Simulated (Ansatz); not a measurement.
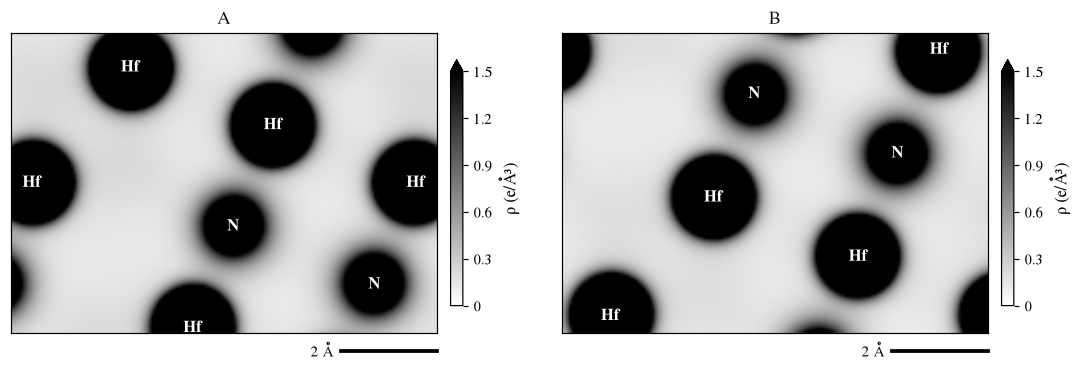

Hf$_{3}$N$_{2}$. The valence pseudo-density of two cells that differ in size, on the (101̄) plane of each (indices in the axes of the calculation cell), at one length scale and on one colour scale; one has 14.0 and the other 15.0 Å³ an atom.

The calculation used DFT PBEsol, scalar-relativistic, plane waves, PAW (Ansatz 0.2.0).

Core electrons are frozen (PAW), and the valence fields are smoothed inside the atomic spheres.

The larger cell:

```cif
data_structure
_symmetry_space_group_name_H-M 'P 1'
_symmetry_Int_Tables_number 1
_cell_length_a 3.2960
_cell_length_b 8.1832
_cell_length_c 3.2960
_cell_angle_alpha 101.618
_cell_angle_beta 60.000
_cell_angle_gamma 101.618
_cell_volume 74.88
loop_
_atom_site_label
_atom_site_type_symbol
_atom_site_fract_x
_atom_site_fract_y
_atom_site_fract_z
_atom_site_occupancy
Hf1 Hf 0.77756 0.33267 0.77756 1
Hf2 Hf 0.22244 0.66733 0.22244 1
Hf3 Hf 0.00000 0.00000 0.00000 1
N1 N 0.61189 0.83567 0.61189 1
N2 N 0.38811 0.16433 0.38811 1
```

The smaller cell: a = 3.225 Å, b = 8.004 Å, c = 3.225 Å, α = 101.62°, β = 60.00°, γ = 101.62°.

Q: Which is the denser cell? Describe the effect of the change.

A: Panel A is the smaller cell, by 6 % in volume. From the larger cell to the smaller, Hf–N goes from 2.33 to 2.28 Å, and the density at its midpoint from 0.45 to 0.5 e/Å³; the pressure goes from −17 to −6 GPa.
